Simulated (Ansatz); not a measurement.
**Geometry relaxation of HfO₂ (part 2 of 2)**

HfO₂ (P4₂/mnm, 6 atoms in the cell); DFT PBE, scalar-relativistic, plane waves, PAW, no spin polarisation (Ansatz 0.2.0); cutoff 420 eV, 6×6×8 k-mesh, Gaussian smearing of 0.02 eV. The structure was made by a generator, so it may or may not be a known phase.

## Output, continued
```
--- Forces (eV/Å), atoms counted from 1 ---
  atom   1  Hf     0.00000000     0.00000000    -0.00000000
  atom   2  Hf     0.00000000     0.00000000     0.00000000
  atom   3  O     -0.00079571     0.00079571     0.00000000
  atom   4  O      0.00079571     0.00079571    -0.00000000
  atom   5  O     -0.00079571    -0.00079571     0.00000000
  atom   6  O      0.00079571    -0.00079571    -0.00000000
  max |Σ_I F_I| component: 6.51e-18 eV/Å
--- Stress (GPa, compression-positive) ---
        0.019561      -0.000000       0.000000
       -0.000000       0.019561       0.000000
        0.000000       0.000000      -0.005007
  P = ⅓ Tr σ = 0.0114 GPa (0.114 kbar)
--- Band table (eV; the first three rows and the last of 50) ---
  k-point 0: bands = ["-48.4701", "-48.4620", "-17.3926", "-17.3926", "-17.1332", "-17.1332", "-17.0183", "-16.9659", "-5.4936", "-4.7411", "-3.7444", "-3.7444", "1.6459", "1.6459", "1.6535", "1.6798", "1.6798", "1.6834", "1.6845", "1.6845", "1.7075", "1.7135", "1.7308", "1.7342", "1.8151", "1.8151", "6.6519", "7.1736", "7.8978", "8.6135", "8.6135", "10.2530", "10.2530", "10.4816", "11.3807", "11.6292", "11.6292", "12.0376", "15.9397", "16.1304", "17.1732", "17.5312", "17.5312", "18.0742", "19.7028", "20.0908"]
  k-point 1: bands = ["-48.4671", "-48.4596", "-17.3692", "-17.3692", "-17.1314", "-17.1314", "-17.1026", "-17.0561", "-5.3235", "-4.6207", "-3.8397", "-3.8397", "1.6499", "1.6499", "1.6588", "1.6823", "1.6823", "1.6842", "1.6847", "1.6847", "1.7051", "1.7101", "1.7256", "1.7289", "1.8021", "1.8021", "6.8996", "7.3593", "8.0550", "8.5899", "8.5899", "10.0491", "10.4386", "10.4386", "10.8447", "11.4363", "11.4363", "11.9437", "16.2496", "16.5921", "17.0637", "17.4818", "17.4818", "18.4528", "19.4938", "20.3705"]
  k-point 2: bands = ["-48.4598", "-48.4540", "-17.3088", "-17.3088", "-17.2989", "-17.2664", "-17.1304", "-17.1304", "-4.9025", "-4.3495", "-4.0661", "-4.0661", "1.6607", "1.6607", "1.6764", "1.6812", "1.6843", "1.6843", "1.6893", "1.6893", "1.6993", "1.7021", "1.7066", "1.7331", "1.7725", "1.7725", "7.5470", "7.8034", "8.5115", "8.6385", "8.6385", "9.1717", "9.8349", "10.7483", "10.7483", "10.9610", "10.9610", "11.6002", "16.8628", "16.9162", "17.4269", "17.5589", "17.5589", "18.9380", "19.4610", "21.0306"]
  k-point 49: bands = ["-48.4477", "-48.4477", "-17.5533", "-17.5533", "-17.1836", "-17.1836", "-17.1731", "-17.1731", "-4.4311", "-4.4311", "-4.0723", "-4.0723", "1.6774", "1.6774", "1.6833", "1.6833", "1.6860", "1.6860", "1.6931", "1.6931", "1.6941", "1.6941", "1.7293", "1.7293", "1.7399", "1.7399", "8.0271", "8.0271", "8.1849", "8.1849", "9.0318", "9.0318", "10.0364", "10.0364", "11.0243", "11.0243", "11.5560", "11.5560", "17.0817", "17.0817", "17.7576", "17.7576", "18.3548", "18.3548", "21.1688", "21.1688"]
--- Relaxed structure (4 steps of the walk, 4 accepted, 1 SCFs on fresh bases) ---
  F+E_penalty+E_count = -33723.20636676 eV   max|allowed force component| = 7.957e-4 eV/Å   (the final SCF, on the basis selected at the relaxed cell)
  cell:  # Å, volume = 77.1151 Å³
    - [4.880362699690068, -1.4658641300420737e-34, -7.174111507029443e-34]
    - [-3.621546674221594e-35, 4.880362699690068, -1.7245460353436162e-34]
    - [-4.3981819141014645e-34, -1.1453598734639229e-34, 3.237688566371509]
  atoms:
    - { symbol: Hf, position: [1.3896204741072402e-21, -4.632068247024017e-21, 2.312511678428266e-35] }
    - { symbol: Hf, position: [0.49999999999999994, 0.49999999999999994, 0.4999999999999999] }
    - { symbol: O, position: [0.19481521783043093, 0.8051847821695688, 0.4999999999999999] }
    - { symbol: O, position: [0.305184782169569, 0.305184782169569, -2.968381186440017e-35] }
    - { symbol: O, position: [0.6948152178304311, 0.6948152178304311, 1.8633481387688655e-35] }
    - { symbol: O, position: [0.8051847821695688, 0.19481521783043093, 0.4999999999999999] }
```

## Trajectory as extended XYZ (Å, eV, eV/Å), 5 frames, from step=1 to step=5
```
6
Lattice="4.8763 0.0000 0.0000 0.0000 4.8763 0.0000 0.0000 0.0000 3.2386" Properties=species:S:1:pos:R:3:forces:R:3 step=1 energy=-33723.20621 pressure_GPa=0.25
Hf    0.0000    0.0000    0.0000    0.0000   0.0000   0.0000
Hf    2.4382    2.4382    1.6193    0.0000   0.0000   0.0000
O     0.9502    3.9261    1.6193   -0.0066   0.0066   0.0000
O     1.4879    1.4879    0.0000    0.0066   0.0066   0.0000
O     3.3884    3.3884    0.0000   -0.0066  -0.0066   0.0000
O     3.9261    0.9502    1.6193    0.0066  -0.0066   0.0000
6
Lattice="4.8817 0.0000 0.0000 0.0000 4.8817 0.0000 0.0000 0.0000 3.2368" Properties=species:S:1:pos:R:3:forces:R:3 step=2 energy=-33723.20577 pressure_GPa=-0.05
Hf    0.0000    0.0000    0.0000    0.0000   0.0000   0.0000
Hf    2.4408    2.4408    1.6184    0.0000   0.0000   0.0000
O     0.9516    3.9301    1.6184   -0.0114   0.0114   0.0000
O     1.4892    1.4892    0.0000    0.0114   0.0114   0.0000
O     3.3924    3.3924    0.0000   -0.0114  -0.0114   0.0000
O     3.9301    0.9516    1.6184    0.0114  -0.0114   0.0000
6
Lattice="4.8804 0.0000 0.0000 0.0000 4.8804 0.0000 0.0000 0.0000 3.2379" Properties=species:S:1:pos:R:3:forces:R:3 step=3 energy=-33723.20587 pressure_GPa=-0.02
Hf    0.0000    0.0000    0.0000    0.0000   0.0000   0.0000
Hf    2.4402    2.4402    1.6189    0.0000   0.0000   0.0000
O     0.9509    3.9295    1.6189   -0.0035   0.0035   0.0000
O     1.4893    1.4893    0.0000    0.0035   0.0035   0.0000
O     3.3911    3.3911    0.0000   -0.0035  -0.0035   0.0000
O     3.9295    0.9509    1.6189    0.0035  -0.0035   0.0000
6
Lattice="4.8804 0.0000 0.0000 0.0000 4.8804 0.0000 0.0000 0.0000 3.2377" Properties=species:S:1:pos:R:3:forces:R:3 step=4 energy=-33723.20589 pressure_GPa=0.00
Hf    0.0000    0.0000    0.0000    0.0000   0.0000   0.0000
Hf    2.4402    2.4402    1.6188    0.0000   0.0000   0.0000
O     0.9508    3.9296    1.6188   -0.0008   0.0008   0.0000
O     1.4894    1.4894    0.0000    0.0008   0.0008   0.0000
O     3.3910    3.3910    0.0000   -0.0008  -0.0008   0.0000
O     3.9296    0.9508    1.6188    0.0008  -0.0008   0.0000
6
Lattice="4.8804 0.0000 0.0000 0.0000 4.8804 0.0000 0.0000 0.0000 3.2377" Properties=species:S:1:pos:R:3:forces:R:3 step=5 energy=-33723.20637 pressure_GPa=0.01
Hf    0.0000    0.0000    0.0000    0.0000   0.0000   0.0000
Hf    2.4402    2.4402    1.6188    0.0000   0.0000   0.0000
O     0.9508    3.9296    1.6188   -0.0008   0.0008   0.0000
O     1.4894    1.4894    0.0000    0.0008   0.0008   0.0000
O     3.3910    3.3910    0.0000   -0.0008  -0.0008   0.0000
O     3.9296    0.9508    1.6188    0.0008  -0.0008   0.0000
```

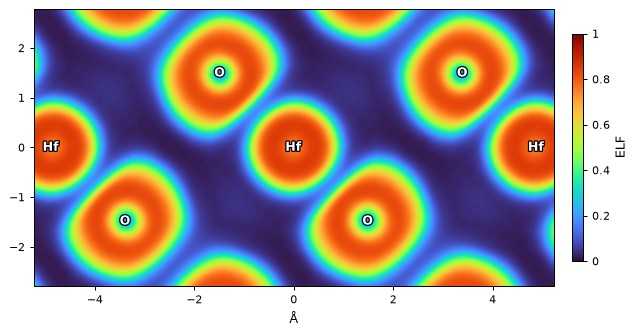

Fig. 1: Electron localisation function on the (001) plane of the conventional cell. Hf–O (2.11 Å): the ELF peaks at about 0.85 in the valence shell of O, 0.6 Å from its nucleus, and drops to about 0.20 between the two atoms. The strong features right at Hf lie inside the PAW spheres (semicore, d or f shells) and say nothing about bonding. The fields are those of the smooth PAW valence density.

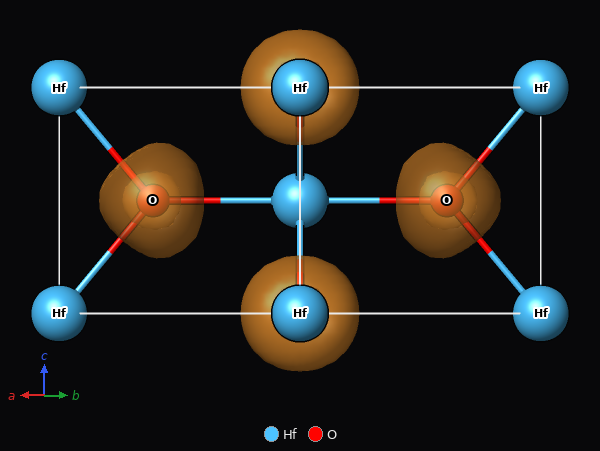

Fig. 2: Isosurface of the ELF at 0.75 (orange), seen along [110]. Only the valence region is drawn (cores and ρ < 0.01 e/Å³ removed). Sticks mark near contacts. The outline is the cell set on symmetry axes. Profiles from the grid: Hf–O (2.10 Å): the ELF peaks at about 0.80 in the valence shell of O, 0.6 Å from its nucleus, and drops to about 0.20 between the two atoms.

This output came from the following input.

## Input file
```yaml
crystal:
  lattice:
    - [4.8763412056, 0.0, 0.0]
    - [0.0, 4.8763412056, 0.0]
    - [0.0, 0.0, 3.2386294316]
  atoms:
    - { symbol: Hf, position: [0.0, 0.0, 0.0] }
    - { symbol: Hf, position: [0.5, 0.5, 0.5] }
    - { symbol: O, position: [0.1948637412, 0.8051362588, 0.5] }
    - { symbol: O, position: [0.3051362588, 0.3051362588, 0.0] }
    - { symbol: O, position: [0.6948637412, 0.6948637412, 0.0] }
    - { symbol: O, position: [0.8051362588, 0.1948637412, 0.5] }
basis:
  ecutwfc: 420
kpoints:
  mp_grid: { grid: [6, 6, 8] }
hamiltonian:
  xc: pbe
scf:
  occupations: { method: gaussian, width: 0.02 }
output:
  forces: true
  stress: true
  eigenvalues: true
  write_density: true
  write_potential: true
  elf: true
  volumetric_format: npy
relax:
  adjacent_minimum: "off"
  f_tol: 0.01
  max_steps: 80
  cell: { stress_tol: 0.05 }
```

Launched with:
```bash
ansatz run input.yaml --threads 1 --pin off --max-ram 2560MiB --backend cpu --events-out ev --progress --plain --runs-dir out
```

## Results in brief

| quantity | value |
| --- | --- |
| outcome | converged |
| space group (tolerance 0.01 Å) | P4₂/mnm (136) |
| electrons treated | 76 |
| free energy | −33723.2064 eV |
| Fermi energy | 13.989 eV |
| gap on the k-point mesh | 3.90 eV |
| pressure | 0.01 GPa |
| final volume | 77.12 Å³ |
| largest force (length of the vector) at the end | 0.001 eV/Å |
| final cell | a = 4.880 Å, b = 4.880 Å, c = 3.238 Å, α = 90.00°, β = 90.00°, γ = 90.00° |
| hardware | 1 thread of Intel Xeon @ 2.50GHz (Skylake/Cascade Lake), 189 GiB of memory available, shared host |
| wall time | 2.8 min (CPU time 94 s; the host was busy) |
| peak memory | 0.46 GiB |

## Remarks

Spin–orbit coupling is left out, which matters for Hf.
